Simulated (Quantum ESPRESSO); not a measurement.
# Voltage at the next charge: silicene, 1 layer against an electrode

**Set-up.** Quantum ESPRESSO 7.5, PBE, GBRV ultrasoft; ESM with bc3, a metal electrode 5.00 Å above the top atoms; cell area 12.970 Å²; ions fixed. V is the potential energy of an electron at the electrode over the slab's Fermi level, divided by e, so that it equals the work function at zero charge; positive charge removes electrons.

| charge (e a cell) | V (V) |
| --- | --- |
| 0 | 4.601 |
| 0.0195 | 5.785 |
| 0.0389 | 6.859 |

To predict: What is V at a charge of 0.0778 e, and what capacitance do the rows imply?

By hand: The last two rows give dV/dq = (6.859 − 5.785)/(0.0389 − 0.0195) = 55.4 V/e, so C = 1602/(12.970 × 55.4) = 2.23 µF/cm², an effective gap of 8.854/2.23 = 3.97 Å. At constant C, V = 6.859 + 55.4 × 0.0389 = 9.01 V.

**Check.** V = 8.970 V; the estimate misses by +0.04 V, 2.0 % of the step. Over the three intervals C goes 2.03, 2.23 and 2.28 µF/cm².

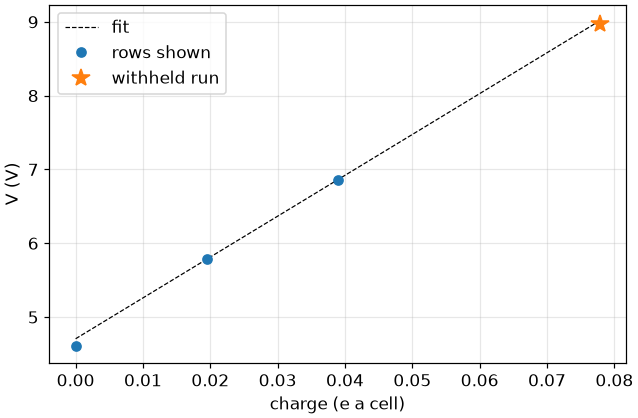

The rows shown, the fit and the withheld run.

Caveats: Vacuum fills the gap; a dielectric or electrolyte would change C. The slab is thin.
